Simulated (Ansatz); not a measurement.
**Dielectric response of SiC (10-10) films**

How well do thin wurtzite SiC (10-10) films screen a perpendicular field?

Method: plane-wave DFT, PBE, Ansatz PAW, in the first sound run; inputs show where later runs differ, in Ansatz 0.2.0.

### 1. Starting point

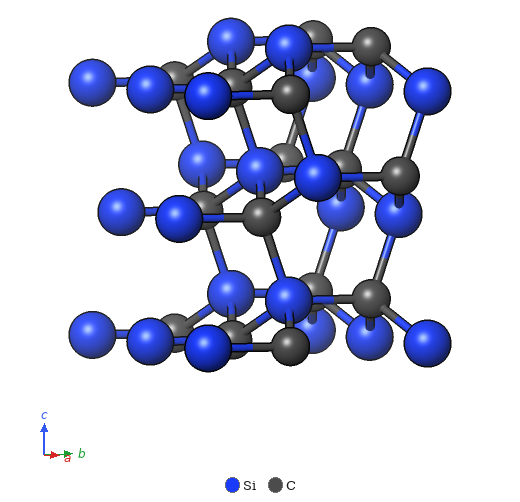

Start, viewed from the side, with the c axis up; silicon blue, carbon dark grey. 2×1×1 cells are drawn. Some periodic images of atoms are drawn too.

The cell holds 12 atoms: 6 Si and 6 C. Cell: a = 3.080 Å, b = 5.050 Å, c = 24.224 Å, α = 90.0°, β = 90.0°, γ = 90.0°. It derives from SiC (wurtzite SiC). Vacuum lies along c.

### 2. Relaxation, 12 atoms, units 3

The structure is relaxed first, because levels and dipoles at a surface follow the positions of the outer atoms.

Contents of input.yaml:

```yaml
crystal:
  lattice:
    - [3.08, 0.0, 0.0]
    - [0.0, 5.05, 0.0]
    - [0.0, 0.0, 24.2238359019]
  atoms:
    - { symbol: Si, position: [0.0, 0.0, 0.3715348814] }
    - { symbol: C, position: [0.0, 0.375, 0.3715348814] }
    - { symbol: Si, position: [0.5, 0.5, 0.408239201] }
    - { symbol: C, position: [0.5, 0.875, 0.408239201] }
    - { symbol: Si, position: [0.5, 0.0, 0.4816478402] }
    - { symbol: C, position: [0.5, 0.375, 0.4816478402] }
    - { symbol: Si, position: [0.0, 0.5, 0.5183521598] }
    - { symbol: C, position: [0.0, 0.875, 0.5183521598] }
    - { symbol: Si, position: [0.0, 0.0, 0.591760799] }
    - { symbol: C, position: [0.0, 0.375, 0.591760799] }
    - { symbol: Si, position: [0.5, 0.5, 0.6284651186] }
    - { symbol: C, position: [0.5, 0.875, 0.6284651186] }
kpoints:
  mp_grid: { grid: [8, 6, 1] }
hamiltonian:
  xc: pbe
scf:
  occupations: { method: fixed }
  convergence: { dr2_threshold: 1.0e-09 }
efield:
  axis: 3
  dipole_correction: true
  ramp_position: 0.97
  ramp_width: 0.06
relax:
  f_tol: 0.003
  max_steps: 100
output:
  write_potential: true
  write_density: true
  volumetric_format: npy
```

Launch:

```
ansatz run input.yaml --threads 4 --pin off --max-ram 16384MiB --backend cpu --events-out ev --progress --plain --runs-dir out
```

Numbers of over 12 decimals in the logs are rounded to 6 here.

What it wrote:

```text
Engine: ansatz 0.2.0, aarch64-unknown-linux-gnu
Pseudopotentials: kind: paw
Pseudopotential: Si, paw, valence charge 4, recommended cutoff 420 eV (normal), Si.paw.azcp
Pseudopotential: C, paw, valence charge 4, recommended cutoff 420 eV (normal), C.paw.azcp
Functional definition: PBE
  parameter kappa = 0.804
  parameter beta = 0.066725
  exchange = pbe_x(kappa = kappa, mu = beta*pi^2/3)
  correlation = pbe_c(beta = beta)
Crystal: 12 atoms, lattice volume = 376.778 Å³
Basis set: ecut = 420 eV, 7343 PW (Γ), exchange–correlation on 48×72×324 points (8 copies of the dense FFT grid, shifted against one another)
Bands: 36, of which v1, the nominal top of the filled ones, is band 24 counted from 1 (23 counted from 0)
Symmetry: 2 space group operations
k-points: 20 of 48 (time reversal used)
Non-local potential: Si, projectors of the file, l = 0: 2, l = 1: 2, l = 2: 2
Non-local potential: C, projectors of the file, l = 0: 2, l = 1: 2, l = 2: 1
PAW form: soft (Blöchl's): semilocal exchange-correlation on the pseudo side does not see the compensation charge
PAW one-centre angular grid: Si, 110 points (default); XC on 64 Gauss nodes
PAW one-centre angular grid: C, 110 points (default); XC on 64 Gauss nodes
Initial density: superposition of atomic densities (neutral atoms: chi_scale 0, normalization atom), corrected by the library's trained network
Initial wavefunctions: pseudopotential atomic-orbital guess
Functional: x = pbe(κ = 0.804, μ = 0.219515), c = pbe(β = 0.066725)
SCF iter   1: F=—  HF=-5317.077611 eV  |F-HF|=—  |Δ(HF+E_count)|=         —  Δρ=4.24e-3  dr2=5.96e-2  ethr=1.77e-3  p=0.000 e·Å  D=1.17e-13 V/Å  ΔV_dip=-0.00 eV  dr2_dipole=5.75e-10  V_vac-E_F(+/−)=5.31/5.31 eV  ⟨swp⟩=5.4  Hψ=3413  notcnv=0  defer=200
efield: sawtooth ramp at fractional position 0.9700 (set: `efield.ramp_position`, or a place that a band, a saddle search or an elastic batch's reference lends), width 0.0600; the density the first Hamiltonian is built on has a dipole p = 0.000 e·Å; the dipole correction subtracts the counter field D = 1.17e-13 V/Å, which shifts the + side's vacuum level by -0.00 eV against the − side's; the planar-averaged density in the ramp window peaks in size at 3.7e-6 e/Å³
preconditioner: auto → Resta (q_TF=auto, 1.935 Å⁻¹)  ε∞=2.6  [insulator: Δε(μ)=0.544 eV  Ē_g=10.638 eV  n_scr=36 (ndim 8)  ℏωp=13.3 eV  f_vac=0.581  ε∞_Penn≈2.6  vacuum switching on, ρ_ref=8.2e-3 e/Å³]
SCF iter   2: F=—  HF=-5317.070526 eV  |F-HF|=—  |Δ(HF+E_count)|=   7.08e-3  Δρ=2.10e-3  dr2=1.81e-2  ethr=1.24e-4  p=-0.000 e·Å  D=-2.68e-6 V/Å  ΔV_dip=0.00 eV  dr2_dipole=1.25e-8  V_vac-E_F(+/−)=5.32/5.32 eV  ⟨swp⟩=2.8  Hψ=1393  notcnv=0  defer=200  κ⁻¹=1.0e0(r=1)
density mixer auto → broyden: gapped, with many states about μ (density of states about μ 0.50 of a free-electron gas's, 36 screened modes)
SCF iter   3: F=—  HF=-5317.069345 eV  |F-HF|=—  |Δ(HF+E_count)|=   1.18e-3  Δρ=1.26e-3  dr2=5.14e-3  ethr=3.78e-5  p=0.000 e·Å  D=1.33e-5 V/Å  ΔV_dip=-0.00 eV  dr2_dipole=3.28e-8  V_vac-E_F(+/−)=5.28/5.28 eV  ⟨swp⟩=2.5  Hψ=914  notcnv=0  defer=200  κ⁻¹=1.1e-1(r=2)
SCF iter   4: F=—  HF=-5317.069288 eV  |F-HF|=—  |Δ(HF+E_count)|=   5.63e-5  Δρ=2.69e-4  dr2=2.17e-4  ethr=1.07e-5  p=-0.000 e·Å  D=-2.16e-5 V/Å  ΔV_dip=0.00 eV  dr2_dipole=8.59e-8  V_vac-E_F(+/−)=5.29/5.29 eV  ⟨swp⟩=3.0  Hψ=1097  notcnv=0  defer=200  κ⁻¹=9.5e-3(r=3)
SCF iter   5: F=—  HF=-5317.069391 eV  |F-HF|=—  |Δ(HF+E_count)|=   1.03e-4  Δρ=7.88e-5  dr2=2.40e-5  ethr=4.51e-7  p=0.000 e·Å  D=4.68e-5 V/Å  ΔV_dip=-0.00 eV  dr2_dipole=3.59e-7  V_vac-E_F(+/−)=5.29/5.29 eV  ⟨swp⟩=2.5  Hψ=1050  notcnv=0  defer=200  κ⁻¹=8.8e-4(r=4)
SCF iter   6: F=—  HF=-5317.069408 eV  |F-HF|=—  |Δ(HF+E_count)|=   1.71e-5  Δρ=3.69e-5  dr2=7.33e-6  ethr=5.01e-8  p=-0.000 e·Å  D=-7.90e-5 V/Å  ΔV_dip=0.00 eV  dr2_dipole=1.08e-6  V_vac-E_F(+/−)=5.29/5.29 eV  ⟨swp⟩=2.4  Hψ=935  notcnv=0  defer=199  κ⁻¹=1.7e-4(r=5)
SCF iter   7: F=—  HF=-5317.069415 eV  |F-HF|=—  |Δ(HF+E_count)|=   6.94e-6  Δρ=1.93e-5  dr2=4.35e-6  ethr=1.53e-8  p=0.000 e·Å  D=9.21e-5 V/Å  ΔV_dip=-0.00 eV  dr2_dipole=1.49e-6  V_vac-E_F(+/−)=5.29/5.29 eV  ⟨swp⟩=2.4  Hψ=948  notcnv=0  defer=184  κ⁻¹=7.9e-5(r=6)
SCF iter   8: F=—  HF=-5317.069537 eV  |F-HF|=—  |Δ(HF+E_count)|=   1.22e-4  Δρ=7.13e-6  dr2=1.86e-7  ethr=9.06e-9  p=-0.000 e·Å  D=-4.89e-6 V/Å  ΔV_dip=0.00 eV  dr2_dipole=3.29e-9  V_vac-E_F(+/−)=5.29/5.29 eV  ⟨swp⟩=2.0  Hψ=814  notcnv=0  defer=176  κ⁻¹=3.0e-6(r=7)
SCF iter   9: F=—  HF=-5317.069537 eV  |F-HF|=—  |Δ(HF+E_count)|=   1.81e-7  Δρ=2.47e-6  dr2=3.06e-8  ethr=3.87e-10  p=-0.000 e·Å  D=-2.68e-7 V/Å  ΔV_dip=0.00 eV  dr2_dipole=1.00e-11  V_vac-E_F(+/−)=5.29/5.29 eV  ⟨swp⟩=2.3  Hψ=1127  notcnv=0  defer=176  κ⁻¹=1.0e-6(r=8)
SCF iter  10: F=—  HF=-5317.069537 eV  |F-HF|=—  |Δ(HF+E_count)|=   2.26e-8  Δρ=9.16e-7  dr2=3.28e-9  ethr=6.38e-11  p=0.000 e·Å  D=2.42e-7 V/Å  ΔV_dip=-0.00 eV  dr2_dipole=9.78e-13  V_vac-E_F(+/−)=5.29/5.29 eV  ⟨swp⟩=2.2  Hψ=993  notcnv=0  defer=176  κ⁻¹=2.3e-7(r=8)
SCF iter  11: F=-5317.069537 eV  HF=-5317.069537 eV  |F-HF|=1.79e-10  |Δ(HF+E_count)|=   2.16e-9  Δρ=4.21e-7  dr2=7.67e-10  ethr=2.08e-12  p=-0.000 e·Å  D=-1.62e-7 V/Å  ΔV_dip=0.00 eV  dr2_dipole=7.18e-14  V_vac-E_F(+/−)=5.29/5.29 eV  ⟨swp⟩=9.2  Hψ=4423  notcnv=0
SCF 1 converged in 11 iterations: F = -5317.069537 eV  dr2 = 7.67e-10
  greatest PAW one-centre occupation: 0.651 electrons in one spin orbital (limit 2), on the C atom at site 3 (counted from 0), in its partial waves of l = 0
relax step   1: F+E_penalty+E_count = -5317.06953707 eV  Δ(F+E_penalty+E_count) = +0.000e0 eV  max|allowed force component| = 2.433e0 eV/Å  Δτ_max = 0.0000 Å  (11 SCF iters, accepted)
Initial density: handed on by an earlier stage of this run
Initial wavefunctions: those handed on with the density
iter 1 solved again at ethr=9.29e-4 eV; its pass at ethr=3.10e-3 eV (dr2=4.46e-1 eV) is discarded
SCF iter   1: F=—  HF=-5318.030757 eV  |F-HF|=—  |Δ(HF+E_count)|=         —  Δρ=8.99e-3  dr2=4.66e-1  ethr=9.29e-4  p=-0.000 e·Å  D=-1.62e-7 V/Å  ΔV_dip=0.00 eV  dr2_dipole=7.22e-12  V_vac-E_F(+/−)=5.56/5.56 eV  ⟨swp⟩=1.6  Hψ=3202  notcnv=0  defer=193
[...]
relax step   4: F+E_penalty+E_count = -5318.33418097 eV  Δ(F+E_penalty+E_count) = -1.365e-1 eV  max|allowed force component| = 1.329e-1 eV/Å  Δτ_max = 0.0360 Å  (10 SCF iters, accepted)
[...]
relax step   5: F+E_penalty+E_count = -5318.33737823 eV  Δ(F+E_penalty+E_count) = -3.197e-3 eV  max|allowed force component| = 5.139e-2 eV/Å  Δτ_max = 0.0107 Å  (9 SCF iters, accepted)
[...]
relax step   6: F+E_penalty+E_count = -5318.33784506 eV  Δ(F+E_penalty+E_count) = -4.668e-4 eV  max|allowed force component| = 6.695e-3 eV/Å  Δτ_max = 0.0051 Å  (7 SCF iters, accepted)
SCF iter   1: F=—  HF=-5318.337766 eV  |F-HF|=—  |Δ(HF+E_count)|=         —  Δρ=1.37e-4  dr2=1.01e-4  ethr=1.94e-6  p=-0.000 e·Å  D=-7.41e-7 V/Å  ΔV_dip=0.00 eV  dr2_dipole=1.02e-10  V_vac-E_F(+/−)=5.42/5.42 eV  ⟨swp⟩=2.9  Hψ=1500  notcnv=0  defer=200
efield: sawtooth ramp at fractional position 0.9700 (set: `efield.ramp_position`, or a place that a band, a saddle search or an elastic batch's reference lends), width 0.0600; the density the first Hamiltonian is built on has a dipole p = -0.000 e·Å; the dipole correction subtracts the counter field D = -7.41e-7 V/Å, which shifts the + side's vacuum level by +0.00 eV against the − side's; the planar-averaged density in the ramp window peaks in size at 5.3e-8 e/Å³
SCF iter   2: F=—  HF=-5318.337739 eV  |F-HF|=—  |Δ(HF+E_count)|=   2.67e-5  Δρ=5.00e-5  dr2=1.39e-5  ethr=2.11e-7  p=0.000 e·Å  D=1.30e-6 V/Å  ΔV_dip=-0.00 eV  dr2_dipole=6.72e-11  V_vac-E_F(+/−)=5.42/5.42 eV  ⟨swp⟩=2.4  Hψ=1207  notcnv=0  defer=162  κ⁻¹=1.0e0(r=1)
density mixer auto → broyden: gapped, where msr1 would fit the directions that read negative (density of states about μ 0.09 of a free-electron gas's, 36 screened modes)
SCF iter   3: F=—  HF=-5318.337735 eV  |F-HF|=—  |Δ(HF+E_count)|=   4.36e-6  Δρ=2.89e-5  dr2=2.34e-6  ethr=2.90e-8  p=-0.000 e·Å  D=-1.53e-7 V/Å  ΔV_dip=0.00 eV  dr2_dipole=2.69e-11  V_vac-E_F(+/−)=5.42/5.42 eV  ⟨swp⟩=2.2  Hψ=1005  notcnv=0  defer=161  κ⁻¹=6.1e-2(r=2)
SCF iter   4: F=—  HF=-5318.337865 eV  |F-HF|=—  |Δ(HF+E_count)|=   1.31e-4  Δρ=8.55e-6  dr2=1.83e-7  ethr=4.87e-9  p=0.000 e·Å  D=9.30e-7 V/Å  ΔV_dip=-0.00 eV  dr2_dipole=2.27e-11  V_vac-E_F(+/−)=5.42/5.42 eV  ⟨swp⟩=2.4  Hψ=1061  notcnv=0  defer=153  κ⁻¹=5.4e-3(r=3)
SCF iter   5: F=—  HF=-5318.337865 eV  |F-HF|=—  |Δ(HF+E_count)|=   1.19e-8  Δρ=3.65e-6  dr2=2.77e-8  ethr=3.82e-10  p=-0.000 e·Å  D=-3.24e-8 V/Å  ΔV_dip=0.00 eV  dr2_dipole=1.74e-11  V_vac-E_F(+/−)=5.42/5.42 eV  ⟨swp⟩=2.5  Hψ=1091  notcnv=0  defer=152  κ⁻¹=5.3e-4(r=4)
SCF iter   6: F=—  HF=-5318.337865 eV  |F-HF|=—  |Δ(HF+E_count)|=   7.43e-9  Δρ=8.26e-7  dr2=1.51e-9  ethr=5.78e-11  p=0.000 e·Å  D=9.65e-7 V/Å  ΔV_dip=-0.00 eV  dr2_dipole=2.44e-11  V_vac-E_F(+/−)=5.42/5.42 eV  ⟨swp⟩=2.8  Hψ=1060  notcnv=0  defer=153  κ⁻¹=4.2e-5(r=5)
SCF iter   7: F=-5318.337865 eV  HF=-5318.337865 eV  |F-HF|=4.37e-11  |Δ(HF+E_count)|=  8.04e-10  Δρ=2.59e-7  dr2=2.06e-10  ethr=2.08e-12  p=-0.000 e·Å  D=-1.65e-7 V/Å  ΔV_dip=0.00 eV  dr2_dipole=1.91e-11  V_vac-E_F(+/−)=5.42/5.42 eV  ⟨swp⟩=8.7  Hψ=4205  notcnv=0
SCF 7 converged in 7 iterations: F = -5318.337865 eV  dr2 = 2.06e-10
relax step   7: F+E_penalty+E_count = -5318.33786545 eV  Δ(F+E_penalty+E_count) = -2.039e-5 eV  max|allowed force component| = 2.606e-3 eV/Å  Δτ_max = 0.0018 Å  (7 SCF iters, accepted)
NSCF: frozen V_eff on 20 k-points
the band table was solved once a step of the walk had ended and its energy, with any forces and stress, was formed, with the checks that follow a solve (5690 applications of the Hamiltonian). They found nothing against the state; the energy, forces and stress were not computed again (output.eigenvalues in the input reference)
WARN: The output density's exchange-correlation potential varies sharply where the density is thin. Do not read a vacuum level from v_tot or v_xc, or from such a field of the output density. On a cell that repeats whose density bears no net charge and no dipole along the vacuum's axis use v_es (v_loc + v_h of the components); under efield.dipole_correction with no amplitude use v_es + v_field, which holds any externa [...]
SCF converged after 7 iterations
Stability not checked: this state was not tested for a lower state beside it, because the mixer in use, unlike msr1, does not test its closes by its own steps (another_mixer; see scf.mixing.algorithm and scf.lower_state_search)
Free energy (F): -5318.337865 eV
Harris-Foulkes:  -5318.337865 eV  (|F-HF|=4.37e-11)
Internal energy: -5318.337865 eV  (E = F + TS)
E sigma→0 (E₀):  -5318.337865 eV
Fermi energy:    -0.415862 eV
Dipole field:    D = 0.000004 V/Å  (p = 0.000009 e·Å, saw-weighted, corrected)
Work function:   Φ+ = 5.4176 eV   Φ− = 5.4177 eV
Levels:          The Fermi level and band energies are counted from a zero that moves with the ramp; work functions are not
--- Per-component energies (eV) ---
  E_band       = -307.258738
  E_kinetic    = 806.590068
  E_local      = -25779.327848  (includes V_loc(G=0)·N_el)
  E_nonlocal   = 313.776025
  E_hartree    = 12528.603702
  E_xc         = -629.298873
  E_vxc        = -650.879893  (∫ρ·V_xc dr)
  E_paw        = -3672.038515  (= ΣΔE_a)
  E_vpaw       = -54.624718  (= ΣTr[D̂ρ^β])
  E_aug_tail   = 0.000080  (compensation charges beyond the density's cutoff)
  E_efield     = 0.000000  (sawtooth field / dipole correction)
  E_vefield    = 0.000000  (∫n·V_field dr)
  E_ewald      = 11113.357496
  E_smearing   = -0.000000  (= −TS)
  E_closure    = 0.000000  (closes the sum)
  Σ components = -5318.337865   (vs F -5318.337865, Δ=0.00e0)
--- Forces (eV/Å), atoms counted from 1 ---
  atom   1  Si     0.00000000     0.00039481     0.00101952
  atom   2  C      0.00000000    -0.00172103    -0.00108515
  atom   3  Si     0.00000000     0.00216349     0.00259674
  atom   4  C      0.00000000    -0.00099158    -0.00151768
  atom   5  Si     0.00000000     0.00050268     0.00043011
  atom   6  C      0.00000000    -0.00034606    -0.00091728
  atom   7  Si     0.00000000     0.00050327    -0.00044400
  atom   8  C      0.00000000    -0.00034688     0.00092793
  atom   9  Si     0.00000000     0.00216105    -0.00260725
  atom  10  C      0.00000000    -0.00099008     0.00152489
  atom  11  Si     0.00000000     0.00039778    -0.00102463
  atom  12  C      0.00000000    -0.00172394     0.00108607
  max |Σ_I F_I| component: 1.07e-5 eV/Å
--- Band table (eV; the first three rows and the last of 20) ---
  k-point 0: bands = [... 20 lower, -1.1976, -1.1425, -0.7962, -0.4380, 1.9867, 2.1766, 2.6754, 3.3428, ... 8 higher]
  k-point 1: bands = [... 20 lower, -1.5550, -1.2378, -0.9297, -0.5743, 1.9684, 2.2229, 2.5826, 3.0843, ... 8 higher]
  k-point 2: bands = [... 20 lower, -1.8164, -1.3278, -1.2622, -0.7578, 1.8249, 2.0459, 2.7875, 2.9575, ... 8 higher]
  k-point 19: bands = [... 20 lower, -2.5851, -2.5851, -0.8692, -0.8692, 1.0001, 1.0001, 3.2381, 3.2381, ... 8 higher]
--- Relaxed structure (7 steps of the walk, 7 accepted, 0 SCFs on fresh bases) ---
  F+E_penalty+E_count = -5318.33786545 eV   max|allowed force component| = 2.606e-3 eV/Å
  atoms:
    - { symbol: Si, position: [0.0, 0.023382, 0.381479] }
    - { symbol: C, position: [0.0, 0.365367, 0.374190] }
    - { symbol: Si, position: [0.5, 0.491309, 0.404541] }
    - { symbol: C, position: [0.5, 0.865071, 0.406240] }
    - { symbol: Si, position: [0.5, 0.00256791, 0.482734] }
    - { symbol: C, position: [0.5, 0.377303, 0.481781] }
    - { symbol: Si, position: [0.0, 0.502568, 0.517266] }
    - { symbol: C, position: [0.0, 0.877303, 0.518219] }
    - { symbol: Si, position: [0.0, -0.00869071, 0.595459] }
    - { symbol: C, position: [0.0, 0.365071, 0.593760] }
    - { symbol: Si, position: [0.5, 0.523381, 0.618521] }
    - { symbol: C, position: [0.5, 0.865367, 0.625810] }
```

It took 44 s on 4 threads of Arm Neoverse V1, shared host; peak memory 0.75 GiB.

Relaxation path:

```csv
step,energy less that of the first step (eV),largest force component (eV/Å)
1,0.0000,2.4334
2,-0.8621,1.6447
3,-1.1281,2.2396
4,-1.2646,0.1329
5,-1.2678,0.0514
6,-1.2683,0.0067
7,-1.2683,0.0026
```

Forces are held to the 2 operations that the run works with; a distortion that breaks them can't arise in this run.

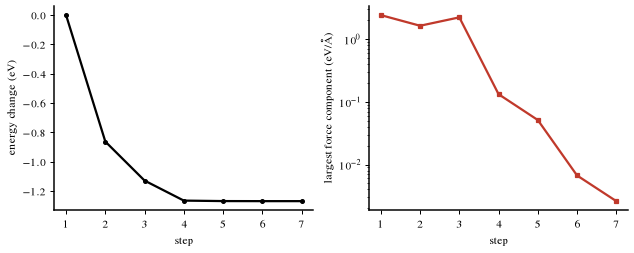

Energy and largest force along the relaxation.

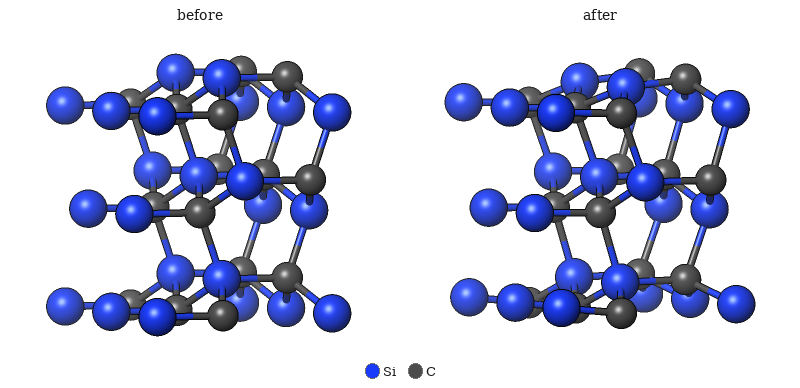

Before and after, at one scale.

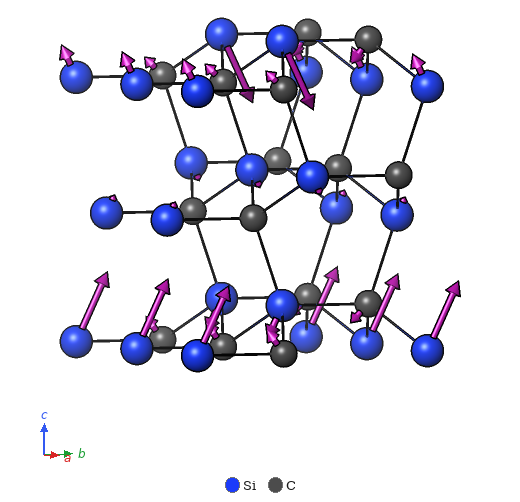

Displacements in the relaxation, exaggerated; the longest in the cell stands for 0.27 Å. 2×1×1 cells are drawn. Some periodic images of atoms are drawn too.

The atoms that moved most (Å):

```csv
atom,dx,dy,dz,length
Si1,0.000,0.118,0.241,0.268
Si11,0.000,0.118,-0.241,0.268
Si9,0.000,-0.044,0.090,0.100
Si3,0.000,-0.044,-0.090,0.100
C12,0.000,-0.049,-0.064,0.081
C2,0.000,-0.049,0.064,0.081
C4,0.000,-0.050,-0.048,0.070
C10,0.000,-0.050,0.048,0.070
```

Numbers from this step:

```yaml
gap_on_the_k_mesh: 1.416 eV
dipole_along_the_normal: 8.58e-6 e·Å
ionisation_energy_upper_face: 5.418 eV
electron_affinity_upper_face: 4.002 eV
```

Running mean over 2.667 Å of the planar mean; the ramp of the sawtooth is left out. Electron's electrostatic potential energy less the highest filled level against z:

```csv
z (Å),electron's electrostatic potential energy less the highest filled level (eV)
4,5.42
6,5.38
8,0.132
10,-8.23
12,-7.83
14,-8.45
16,-1.64
18,5.36
20,5.42
```

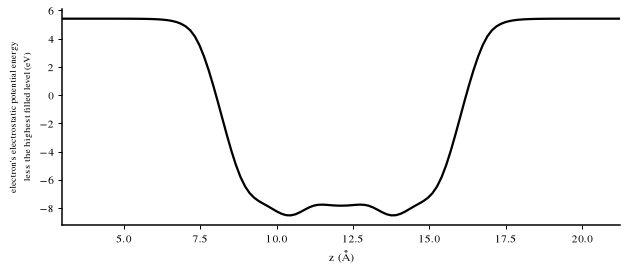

Electron's electrostatic potential energy less the highest filled level against z.

The relaxation took 7 steps and lowered the energy by 1.3 eV; the largest force on the free atoms ends at 0.0026 eV/Å.

The gap is 1.42 eV, with the valence edge 5.42 eV and the conduction edge 4.00 eV under the upper vacuum level.

[end of part 1 of 6]

[Logs are printed without paths, hosts, clocks, repeated set-up lines and the standing remarks that a program may print on its own settings, such as how far it seeks lower states.]

[Hosts, paths, dates, database ids (printed as entryN), source tags and the programs' standing remarks are cut or masked in the printed files.]

[Maps of the electrostatic potential energy from Ansatz leave out the sawtooth potential of an applied field or a dipole correction, so their vacuum need not be flat; planar profiles and work functions include it.]
